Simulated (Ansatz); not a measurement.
# MgTe: what the fields show

Input

```
crystal:
  lattice:
    - [4.5776356408, 0.0, 0.0]
    - [-2.2888178204, 3.9643487542, 0.0]
    - [0.0, 0.0, 7.4550892847]
  atoms:
    - { symbol: Mg, position: [0.3333333333, 0.6666666667, -0.0006080512] }
    - { symbol: Mg, position: [0.6666666667, 0.3333333333, 0.4993919488] }
    - { symbol: Te, position: [0.3333333333, 0.6666666667, 0.3756080512] }
    - { symbol: Te, position: [0.6666666667, 0.3333333333, 0.8756080512] }
kpoints:
  mp_grid: { grid: [6, 6, 2] }
hamiltonian:
  xc: pbe
scf:
  occupations: { method: fixed }
  n_extra_bands: 5
output:
  forces: true
  stress: true
  eigenvalues: true
  write_density: true
  write_potential: true
  elf: true
  volumetric_format: npy
```

Launched as:

```sh
ansatz run input.yaml --threads 4 --pin off --max-ram 3686MiB --backend cpu --events-out ev --progress --plain --runs-dir out
```

Below, planes, directions and counts refer to the conventional cell (a = 4.58 Å, b = 4.58 Å, c = 7.46 Å, α = 90.00°, β = 90.00°, γ = 120.00°).

Space group P6₃mc; started from the wurtzite prototype, which need not be the ambient phase.

Computed with DFT, PBE, plane waves, PAW (Ansatz).

In a PAW calculation such maps are meaningful between the atoms, not at the nuclei.

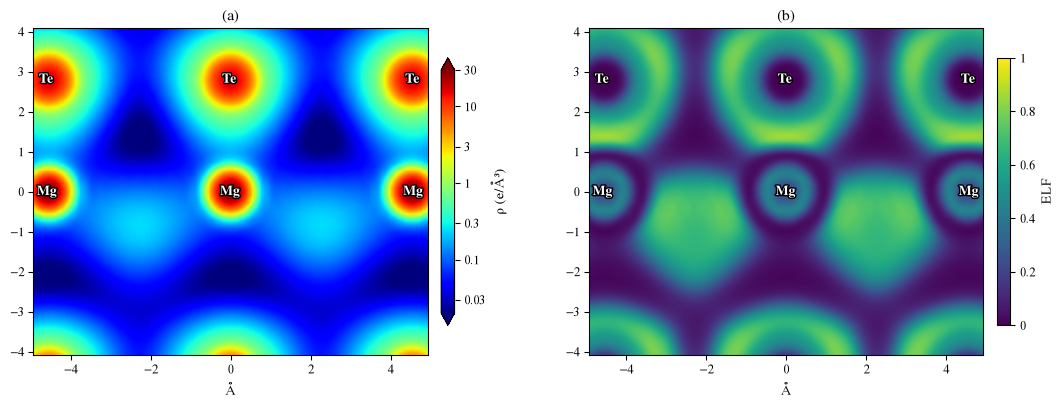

Figure 1. (a) valence charge density (pseudo); (b) electron localisation function on the (100) plane of the conventional cell.

Describe what can be read from this map.

- The section cuts through Mg and Te sites.
- Mg–Te (2.80 Å): ρ is about 0.31 e/Å³ halfway; the ELF peaks at about 0.85 in the valence shell of Te, 1.4 Å from its nucleus, and is about 0.85 at the midpoint.
- Between the atoms the lowest density in this plane is 0.02 e/Å³.

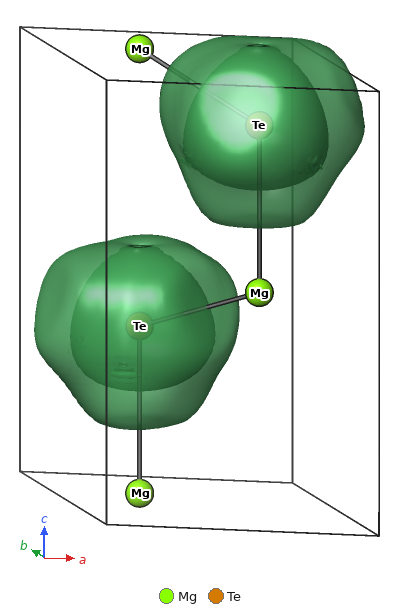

Figure 2. Isosurface of the ELF at 0.65 (green), seen slightly off an axis. Only the valence region is drawn (cores and ρ < 0.01 e/Å³ removed). Sticks mark near contacts.

Where are the electrons localised?

The surface consists of two regions wrapped around Te (the valence shell of each), counted in one cell of 4 atoms. Any copies at cell faces, edges or corners count once.

Metal or insulator at this level of theory?

It is gapped, with a Kohn–Sham gap of 2.5 eV on the k-point mesh, an upper bound to the gap of this method.
